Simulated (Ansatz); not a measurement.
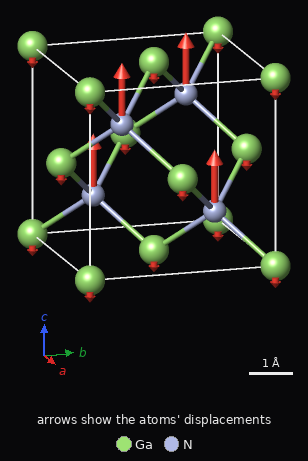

One vibrational mode of crystalline GaN relaxed at 1 GPa at the zone centre. Displacements are drawn as red arrows; their common scale and sign are arbitrary. The picture is a ball-and-stick view of the conventional cell (4 times the calculation's cell), seen slightly off an axis. Lengths and directions refer to the drawn axes.

Computed with DFT PBE, scalar-relativistic, plane waves, PAW (Ansatz 0.2.0).

Input file:
```yaml
crystal:
  lattice:
    - [0.0, 2.2699122504, 2.2699122504]
    - [2.2699122504, 0.0, 2.2699122504]
    - [2.2699122504, 2.2699122504, 0.0]
  atoms:
    - { symbol: Ga, position: [0.0, 0.0, 0.0] }
    - { symbol: "N", position: [0.75, 0.75, 0.75] }
basis:
  ecutwfc: 420
kpoints:
  mp_grid: { grid: [10, 10, 10] }
hamiltonian:
  xc: pbe
scf:
  occupations: { method: fixed }
output:
  eigenvalues: true
phonons:
  method: dfpt
  dielectric: true
  rigid_motions: translations
  eigenvectors: true
```

Launched with:
```bash
ansatz run input.yaml --threads 1 --pin off --max-ram 3072MiB --backend cpu --events-out ev --progress --plain --runs-dir out
```

Frequencies are those without the non-analytic (LO–TO) term.

What mode is this, and where does it lie in the spectrum?

Answer. This is the T₂ mode (triply degenerate; one member of the set is drawn) at 521 cm⁻¹, the only optical level, infrared- and Raman-active by symmetry. The N sublattice moves against the Ga sublattice, along c; the kinetic energy is shared as N 83 %, Ga 17 %. Its infrared intensity is 43 (D/Å)²/amu for the set. The value is the transverse one; the longitudinal partner lies at 696 cm⁻¹.
